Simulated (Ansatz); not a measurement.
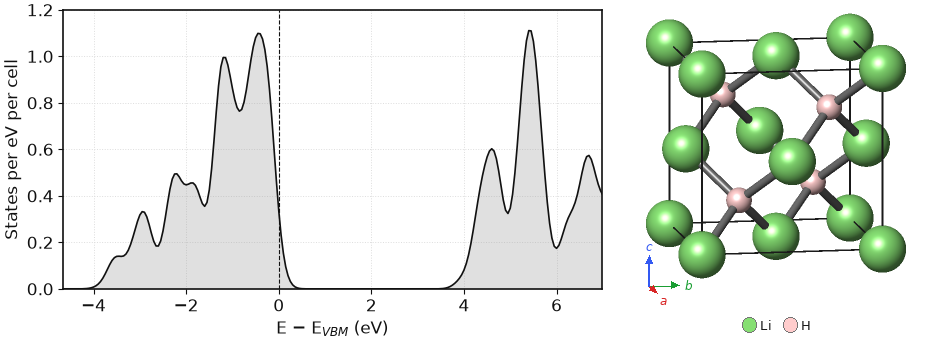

Write a caption that states what the plot shows.

Density of states of LiH, space group F-43m, 2 atoms in the cell, zincblende type, beside the structure. Computed with Ansatz: DFT, PBEsol, plane waves, PAW, no spin polarisation, 8×8×8 k mesh, 420 eV cutoff. Energies are counted from the top of the valence band. The curve is built from the levels of the k mesh with Gaussians 0.4 eV wide, which also blur the band edges.

There is a gap; over the k points computed it is 3.98 eV (indirect; the smallest direct gap is 5.09 eV). The upper group of valence states starts about 3.8 eV under the valence-band top, with a gap beneath it; it holds about 2 electrons a cell.
